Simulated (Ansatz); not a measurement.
ZnS: geometry relaxation (part 1 of 2)

- system: ZnS (P6₃mc, 16 atoms in the cell)
- method: DFT r2SCAN, scalar-relativistic, plane waves, PAW, no spin polarisation (Ansatz 0.2.0)

The structure derives from a Materials Project entry. It belongs to a series of runs on one base structure; here: structure listed in a database for this formula (P6_3mc, No. 186).

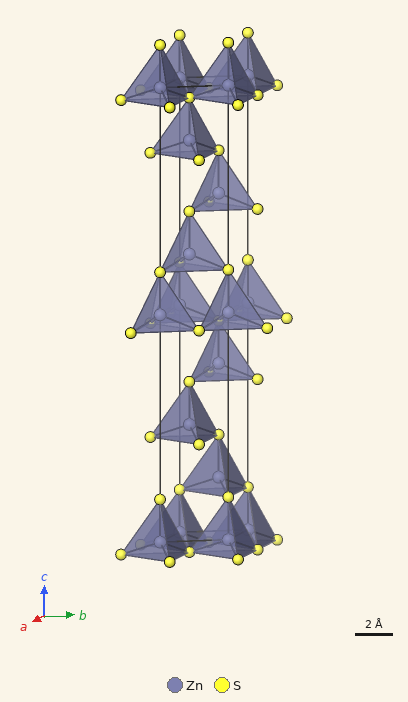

**Figure 1.** The input geometry (polyhedral view of the cell of the calculation, seen slightly off an axis; polyhedra are completed across the faces of the cell).

**Input file**
```yaml
crystal:
  lattice:
    - [3.8083864859, 0.0, 0.0]
    - [-1.9041932429, 3.2981594442, 0.0]
    - [0.0, 0.0, 24.89095901]
  atoms:
    - { symbol: Zn, position: [0.33333333, 0.66666667, 0.74991292] }
    - { symbol: Zn, position: [0.33333333, 0.66666667, 0.12478582] }
    - { symbol: Zn, position: [0.0, 0.0, 4.287e-05] }
    - { symbol: Zn, position: [0.66666667, 0.33333333, 0.87532473] }
    - { symbol: Zn, position: [0.66666667, 0.33333333, 0.24991292] }
    - { symbol: Zn, position: [0.33333333, 0.66666667, 0.37532473] }
    - { symbol: Zn, position: [0.0, 0.0, 0.50004287] }
    - { symbol: Zn, position: [0.66666667, 0.33333333, 0.62478582] }
    - { symbol: S, position: [0.0, 0.0, 0.59371274] }
    - { symbol: S, position: [0.66666667, 0.33333333, 0.96898812] }
    - { symbol: S, position: [0.33333333, 0.66666667, 0.21850247] }
    - { symbol: S, position: [0.66666667, 0.33333333, 0.34392833] }
    - { symbol: S, position: [0.33333333, 0.66666667, 0.84392833] }
    - { symbol: S, position: [0.33333333, 0.66666667, 0.46898812] }
    - { symbol: S, position: [0.66666667, 0.33333333, 0.71850247] }
    - { symbol: S, position: [0.0, 0.0, 0.09371274] }
basis:
  ecutwfc: 500
kpoints:
  mp_grid: { grid: [6, 6, 1] }
hamiltonian:
  xc: r2scan
scf:
  occupations: { method: gaussian, width: 0.02 }
output:
  forces: true
  stress: true
  eigenvalues: true
relax:
  adjacent_minimum: "off"
  f_tol: 0.01
  max_steps: 80
  cell: { stress_tol: 0.05 }
```

Run on 4 threads of Intel Xeon (Granite Rapids), 192 GiB of memory available, shared host.

Launch command:
```bash
ansatz run input.yaml --threads 4 --pin off --max-ram 10240MiB --backend cpu --events-out ev --progress --plain --runs-dir out
```

**What the program printed**
```
Engine: ansatz 0.2.0, x86_64-unknown-linux-gnu
Pseudopotentials: kind: paw
Pseudopotential: Zn, paw, valence charge 12, recommended cutoff 500 eV (meta_gga), Zn.paw.azcp
Pseudopotential: S, paw, valence charge 6, recommended cutoff 500 eV (meta_gga), S.paw.azcp
Functional definition: r2SCAN
  parameter k0 = 0.174
  parameter k1 = 0.065
  parameter a1 = 4.9479
  exchange = r2scan_x(k0 = k0, k1 = k1, a1 = a1)
  correlation = r2scan_c
Crystal: 16 atoms, lattice volume = 312.647 Å³
Basis set: ecut = 500 eV, 7849 PW (Γ), exchange–correlation on 120×120×768 points (64 copies of the dense FFT grid, shifted against one another)
Bands: 88, of which v1, the nominal top of the filled ones, is band 72 counted from 1 (71 counted from 0)
Symmetry: 12 space group operations
Space group: P63mc (ITA 186), of the structure as read, at distance tolerance 6.8e-5 Å
k-points: 7 of 36
Non-local potential: Zn, projectors of the file, l = 0: 2, l = 1: 2, l = 2: 3, l = 3: 1
Non-local potential: S, projectors of the file, l = 0: 2, l = 1: 2, l = 2: 2
PAW form: soft (Blöchl's): semilocal exchange-correlation on the pseudo side does not see the compensation charge
PAW frozen core: Zn, regenerated for the run's functional (the file was generated under x = pbe(κ = 0.804, μ = 0.2195149727645171), c = pbe(β = 0.06672455060314922))
PAW frozen core: S, regenerated for the run's functional (the file was generated under x = pbe(κ = 0.804, μ = 0.2195149727645171), c = pbe(β = 0.06672455060314922))
PAW one-centre angular grid: Zn, 590 points (default); XC on 261 of its mesh's 2673 points in the sphere
PAW one-centre angular grid: S, 302 points (default); XC on 160 Gauss nodes
Initial density: superposition of atomic densities (neutral atoms: chi_scale 0, normalization atom), corrected by the library's trained network
Initial wavefunctions: pseudopotential atomic-orbital guess
Functional: x = r2scan, c = r2scan; τ floored in thin density (d = 2e-4 eV/Å³)
SCF iter   1: F=—  HF=-33867.599869 eV  |F-HF|=—  |Δ(HF+E_count)|=         —  Δρ=1.54e-2  dr2=3.74e-1  dr2_τ=5.34e-2  ethr=1.77e-3  ⟨swp⟩=8.0  Hψ=2917  notcnv=0  defer=9
preconditioner: auto → Resta (q_TF=auto, 2.398 Å⁻¹)  ε∞=5.8  [insulator: Δε(μ)=2.713 eV  Ē_g=11.460 eV  σ=0.020 eV  W_gap=1.00  n_scr=84 (ndim 8)  ℏωp=25.2 eV  f_vac=0.028  D(μ)=0.00/eV (n_scr^D=0)  ε∞_Penn≈5.8]
SCF iter   2: F=—  HF=-33867.597485 eV  |F-HF|=—  |Δ(HF+E_count)|=   2.38e-3  Δρ=2.37e-3  dr2=1.08e-2  dr2_τ=2.18e-3  ethr=2.59e-4  ⟨swp⟩=3.0  Hψ=1247  notcnv=0  defer=63
SCF iter   3: F=—  HF=-33867.584684 eV  |F-HF|=—  |Δ(HF+E_count)|=   1.28e-2  Δρ=3.27e-3  dr2=1.56e-2  dr2_τ=1.19e-4  ethr=7.50e-6  ⟨swp⟩=2.0  Hψ=1058  notcnv=0  defer=63
SCF iter   4: F=—  HF=-33867.583422 eV  |F-HF|=—  |Δ(HF+E_count)|=   1.26e-3  Δρ=6.64e-4  dr2=7.64e-4  dr2_τ=3.52e-5  ethr=7.50e-6  ⟨swp⟩=2.7  Hψ=1028  notcnv=0  defer=63
SCF iter   5: F=—  HF=-33867.583521 eV  |F-HF|=—  |Δ(HF+E_count)|=   9.94e-5  Δρ=1.58e-4  dr2=6.52e-5  dr2_τ=1.82e-6  ethr=5.30e-7  ⟨swp⟩=2.7  Hψ=1073  notcnv=0  defer=63
SCF iter   6: F=—  HF=-33867.583405 eV  |F-HF|=—  |Δ(HF+E_count)|=   1.17e-4  Δρ=5.60e-5  dr2=6.77e-6  dr2_τ=3.81e-8  ethr=4.53e-8  ⟨swp⟩=2.1  Hψ=1063  notcnv=0  defer=63
SCF iter   7: F=—  HF=-33867.583406 eV  |F-HF|=—  |Δ(HF+E_count)|=   1.24e-6  Δρ=3.43e-5  dr2=2.21e-6  dr2_τ=2.01e-8  ethr=4.70e-9  ⟨swp⟩=2.0  Hψ=1001  notcnv=0  defer=63
SCF iter   8: F=—  HF=-33867.583405 eV  |F-HF|=—  |Δ(HF+E_count)|=   9.69e-7  Δρ=7.70e-6  dr2=1.56e-7  dr2_τ=2.86e-9  ethr=1.53e-9  ⟨swp⟩=2.0  Hψ=999  notcnv=0  defer=63
SCF iter   9: F=-33867.583405 eV  HF=-33867.583405 eV  |F-HF|=3.05e-9  |Δ(HF+E_count)|=   5.98e-8  Δρ=1.18e-6  dr2=7.03e-9  dr2_τ=1.72e-10  ethr=6.94e-11  ⟨swp⟩=12.1  Hψ=3047  notcnv=0
SCF 1 converged in 9 iterations: F = -33867.583405 eV  dr2 = 7.03e-9
  greatest PAW one-centre occupation: 0.983 electrons in one spin orbital (limit 2), on the Zn atom at site 0 (counted from 0), in its partial waves of l = 2
relax step   1: F+E_penalty+E_count = -33867.58340491 eV  Δ(F+E_penalty+E_count) = +0.000e0 eV  max|allowed force component| = 2.045e-2 eV/Å  Δτ_max = 0.0000 Å  P = +0.124 GPa  Ω = 312.647 Å³  (9 SCF iters, dr2 threshold 1.00e-7 eV, accepted)
Crystal: 16 atoms, lattice volume = 312.957 Å³
Initial density: handed on by an earlier stage of this run
Initial wavefunctions: those handed on with the density
iter 1 solved again at ethr=1.34e-7 eV; its pass at ethr=3.10e-3 eV (dr2=1.93e-4 eV) is discarded
SCF iter   1: F=—  HF=-33867.583482 eV  |F-HF|=—  |Δ(HF+E_count)|=         —  Δρ=2.83e-4  dr2=1.76e-4  dr2_τ=4.59e-4  ethr=1.34e-7  ⟨swp⟩=3.3  Hψ=2375  notcnv=0
preconditioner: auto → Resta (q_TF=auto, 2.397 Å⁻¹)  ε∞=6.0  [insulator: Δε(μ)=2.724 eV  Ē_g=11.273 eV  σ=0.020 eV  W_gap=1.00  n_scr=84 (ndim 8)  ℏωp=25.2 eV  f_vac=0.027  D(μ)=0.00/eV (n_scr^D=0)  ε∞_Penn≈6.0]
SCF iter   2: F=—  HF=-33867.583929 eV  |F-HF|=—  |Δ(HF+E_count)|=   4.47e-4  Δρ=1.46e-4  dr2=3.53e-5  dr2_τ=1.14e-6  ethr=1.22e-7  ⟨swp⟩=2.0  Hψ=1120  notcnv=0
SCF iter   3: F=—  HF=-33867.583777 eV  |F-HF|=—  |Δ(HF+E_count)|=   1.52e-4  Δρ=4.91e-5  dr2=7.11e-6  dr2_τ=1.53e-7  ethr=2.45e-8  ⟨swp⟩=2.1  Hψ=1118  notcnv=0
SCF iter   4: F=—  HF=-33867.583778 eV  |F-HF|=—  |Δ(HF+E_count)|=   1.53e-6  Δρ=2.69e-5  dr2=1.88e-6  dr2_τ=2.02e-8  ethr=4.94e-9  ⟨swp⟩=2.0  Hψ=1064  notcnv=0
SCF iter   5: F=—  HF=-33867.583778 eV  |F-HF|=—  |Δ(HF+E_count)|=   7.31e-7  Δρ=8.39e-6  dr2=3.69e-7  dr2_τ=6.88e-9  ethr=1.31e-9  ⟨swp⟩=2.0  Hψ=1064  notcnv=0
SCF iter   6: F=-33867.583778 eV  HF=-33867.583778 eV  |F-HF|=6.56e-9  |Δ(HF+E_count)|=   1.74e-8  Δρ=2.23e-6  dr2=2.65e-8  dr2_τ=5.82e-10  ethr=2.75e-11  ⟨swp⟩=4.9  Hψ=3028  notcnv=0
SCF 2 converged in 6 iterations: F = -33867.583778 eV  dr2 = 2.65e-8
  greatest PAW one-centre occupation: 0.983 electrons in one spin orbital (limit 2), on the Zn atom at site 4 (counted from 0), in its partial waves of l = 2
relax step   2: F+E_penalty+E_count = -33867.58377764 eV  Δ(F+E_penalty+E_count) = -3.727e-4 eV  max|allowed force component| = 1.143e-2 eV/Å  Δτ_max = 0.0035 Å  P = +0.046 GPa  Ω = 312.957 Å³  energy of the carried Pulay correction = -7.073e-5 eV  (6 SCF iters, dr2 threshold 3.95e-8 eV, accepted)
Crystal: 16 atoms, lattice volume = 313.144 Å³
iter 1 solved again at ethr=2.71e-8 eV; its pass at ethr=3.10e-3 eV (dr2=3.90e-5 eV) is discarded
SCF iter   1: F=—  HF=-33867.583872 eV  |F-HF|=—  |Δ(HF+E_count)|=         —  Δρ=1.15e-4  dr2=3.54e-5  dr2_τ=7.19e-5  ethr=2.71e-8  ⟨swp⟩=2.1  Hψ=2302  notcnv=0
preconditioner: auto → Resta (q_TF=auto, 2.397 Å⁻¹)  ε∞=6.0  [insulator: Δε(μ)=2.721 eV  Ē_g=11.271 eV  σ=0.020 eV  W_gap=1.00  n_scr=84 (ndim 8)  ℏωp=25.2 eV  f_vac=0.027  D(μ)=0.00/eV (n_scr^D=0)  ε∞_Penn≈6.0]
SCF iter   2: F=—  HF=-33867.583956 eV  |F-HF|=—  |Δ(HF+E_count)|=   8.37e-5  Δρ=5.76e-5  dr2=6.77e-6  dr2_τ=2.20e-7  ethr=2.46e-8  ⟨swp⟩=2.0  Hψ=1120  notcnv=0
SCF iter   3: F=—  HF=-33867.583794 eV  |F-HF|=—  |Δ(HF+E_count)|=   1.62e-4  Δρ=1.94e-5  dr2=1.44e-6  dr2_τ=3.18e-8  ethr=4.70e-9  ⟨swp⟩=2.3  Hψ=1116  notcnv=0
SCF iter   4: F=—  HF=-33867.583794 eV  |F-HF|=—  |Δ(HF+E_count)|=   1.68e-7  Δρ=1.01e-5  dr2=3.25e-7  dr2_τ=3.19e-9  ethr=9.98e-10  ⟨swp⟩=2.0  Hψ=1064  notcnv=0
SCF iter   5: F=—  HF=-33867.583794 eV  |F-HF|=—  |Δ(HF+E_count)|=   9.42e-8  Δρ=4.40e-6  dr2=8.13e-8  dr2_τ=1.64e-9  ethr=2.25e-10  ⟨swp⟩=2.0  Hψ=1064  notcnv=0
SCF iter   6: F=-33867.583794 eV  HF=-33867.583794 eV  |F-HF|=1.67e-10  |Δ(HF+E_count)|=   1.28e-8  Δρ=1.16e-6  dr2=7.24e-9  dr2_τ=1.14e-10  ethr=5.67e-12  ⟨swp⟩=4.1  Hψ=2850  notcnv=0
SCF 3 converged in 6 iterations: F = -33867.583794 eV  dr2 = 7.24e-9
relax step   3: F+E_penalty+E_count = -33867.58379363 eV  Δ(F+E_penalty+E_count) = -1.598e-5 eV  max|allowed force component| = 2.687e-3 eV/Å  Δτ_max = 0.0013 Å  P = -0.001 GPa  Ω = 313.144 Å³  energy of the carried Pulay correction = -1.135e-4 eV  (6 SCF iters, dr2 threshold 8.16e-9 eV, accepted)
Initial wavefunctions: pseudopotential atomic-orbital guess (no wavefunctions were taken with the density)
iter 1 solved again at ethr=1.32e-7 eV; its pass at ethr=3.10e-3 eV (dr2=1.90e-4 eV) is discarded
SCF iter   1: F=—  HF=-33867.584043 eV  |F-HF|=—  |Δ(HF+E_count)|=         —  Δρ=1.84e-5  dr2=3.89e-8  dr2_τ=2.18e-9  ethr=1.32e-7  ⟨swp⟩=5.1  Hψ=4456  notcnv=0
eigensolver tolerance schedule: the retry pair's looser diagonalisation over-reported the residual by 4873.15 of it (diagonalisation noise at 0.26 of the residual, at the tolerance the schedule requests for it); recorded, not acted on — ethr = c·dr2/N_el stays at c = 1.0e-1
SCF iter   2: F=—  HF=-33867.583888 eV  |F-HF|=—  |Δ(HF+E_count)|=   1.54e-4  Δρ=9.17e-6  dr2=8.51e-9  dr2_τ=7.23e-8  ethr=2.70e-11  ⟨swp⟩=3.0  Hψ=1412  notcnv=0
SCF iter   3: F=—  HF=-33867.583889 eV  |F-HF|=—  |Δ(HF+E_count)|=   1.01e-6  Δρ=3.00e-6  dr2=5.77e-9  dr2_τ=5.48e-9  ethr=5.91e-12  ⟨swp⟩=2.0  Hψ=1120  notcnv=0
SCF iter   4: F=—  HF=-33867.583889 eV  |F-HF|=—  |Δ(HF+E_count)|=   7.75e-8  Δρ=7.52e-7  dr2=8.79e-10  dr2_τ=3.17e-10  ethr=4.01e-12  ⟨swp⟩=2.0  Hψ=1029  notcnv=0
SCF iter   5: F=-33867.583889 eV  HF=-33867.583889 eV  |F-HF|=1.02e-9  |Δ(HF+E_count)|=   3.94e-9  Δρ=3.28e-7  dr2=1.31e-10  dr2_τ=7.21e-11  ethr=1.00e-12  ⟨swp⟩=7.6  Hψ=3033  notcnv=0
SCF 4 converged in 5 iterations: F = -33867.583889 eV  dr2 = 1.31e-10
relax step   4: F+E_penalty+E_count = -33867.58388942 eV  Δ(F+E_penalty+E_count) = -9.579e-5 eV  max|allowed force component| = 2.685e-3 eV/Å  Δτ_max = 0.0000 Å  P = -0.001 GPa  Ω = 313.144 Å³  stress off target by 8.19e-3 GPa  SCF on the basis re-selected at this cell (its energy is not comparable with the rows above)  (5 SCF iters)
```

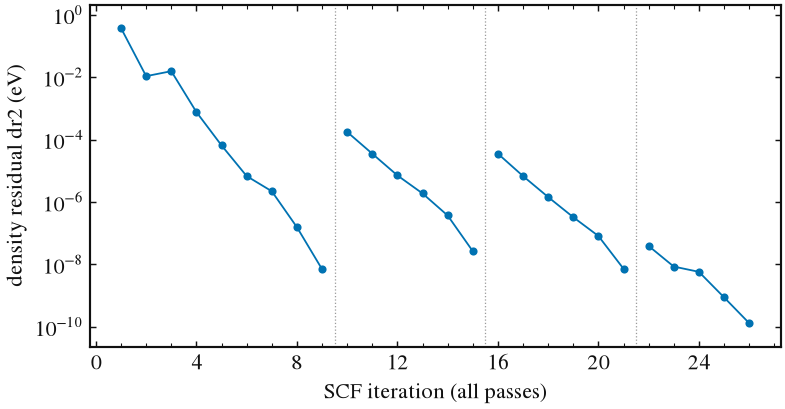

**Figure 2.** Convergence of the self-consistent field: density residual dr2 against the SCF iteration. The dotted lines part the SCF passes of the relaxation: geometry steps, rejected trials and re-solves on a re-selected basis. The passes take 9, 6, 6 and 5 iterations.

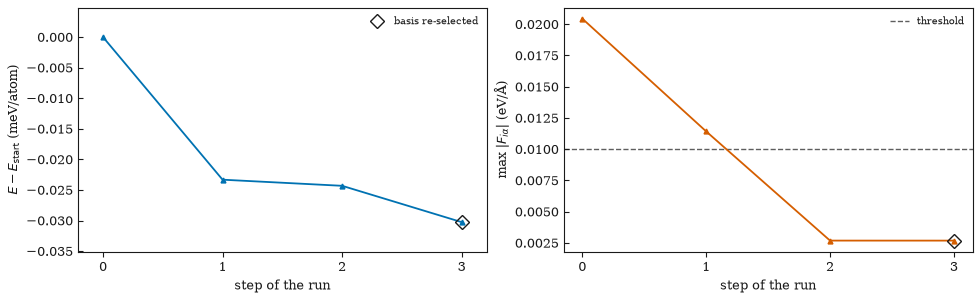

**Figure 3.** Progress of the relaxation, step by step (the first geometry is step 0 here and step 1 in the log). Over 2 geometry steps the energy falls by next to nothing (0.0 meV per atom). Largest force component: 0.02 eV/Å at the start, 0.0027 eV/Å at the end. Pressure: 0.12 GPa at the start and 0.00 GPa at the end. The largest moves relative to the cell, 0.004 Å, are those of Zn4, Zn6, S10 and S14. By element the largest moves are S 0.004 Å, Zn 0.004 Å. The volume changes by +0.2 %, with a = b 3.808 → 3.810 Å (0.0 %), c 24.891 → 24.910 Å (+0.1 %). The space group stays P6_3mc (No. 186). A last SCF at the same geometry on a re-selected plane-wave basis shifts the energy by next to nothing (0.0 meV per atom). (Atoms are counted from 1 in the order of the input.)

```
basis re-selected at this cell: Δ(F+E_penalty+E_count) = -9.579e-5 eV, ΔP = +0.000 GPa vs the last step (what re-selecting the basis moved, of the pressure what is left beyond the Pulay correction that the steps carried, after the strain that the cell walked since its last selection, with what the two solves' SCF thresholds leave and, on support functions, any second-order correction that the steps lacked; it is no measure of the basis error at this ecutwfc). This SCF's stress stands 8.19e-3 GPa from its target on what of the cell is left free (relax.cell.stress_tol is 5.00e-2 GPa) and its largest allowed force component is 2.69e-3 eV/Å (relax.f_tol is 1.00e-2 eV/Å): within both
SCF converged after 5 iterations
Free energy (F): -33867.583889 eV
Harris-Foulkes:  -33867.583889 eV  (|F-HF|=1.02e-9)
Internal energy: -33867.583889 eV  (E = F + TS)
E sigma→0 (E₀):  -33867.583889 eV
Fermi energy:    6.978524 eV
--- Per-component energies (eV) ---
  E_band       = -9.302083
  E_kinetic    = 1900.568549
  E_local      = -16337.635307  (includes V_loc(G=0)·N_el)
  E_nonlocal   = 5172.882804
  E_hartree    = 6855.131860
  E_xc         = -1726.390326
  E_vxc        = -1185.934344  (∫ρ·V_xc dr)
  E_paw        = -19679.330278  (= ΣΔE_a)
  E_vpaw       = -3328.120126  (= ΣTr[D̂ρ^β])
  E_aug_tail   = -0.000536  (compensation charges beyond the density's cutoff)
  E_vtau       = 58.672415  (kinetic-family band-sum trace: ∫τ·v_τ [+ j·A + Jᵃ·Aᵃ] dr)
  E_ewald      = -10050.471572
  E_core_change = -2.339084  (= ΣΔE_core)
  E_smearing   = -0.000000  (= −TS)
  E_closure    = -0.000000  (closes the sum)
  Σ components = -33867.583889   (vs F -33867.583889, Δ=0.00e0)
```
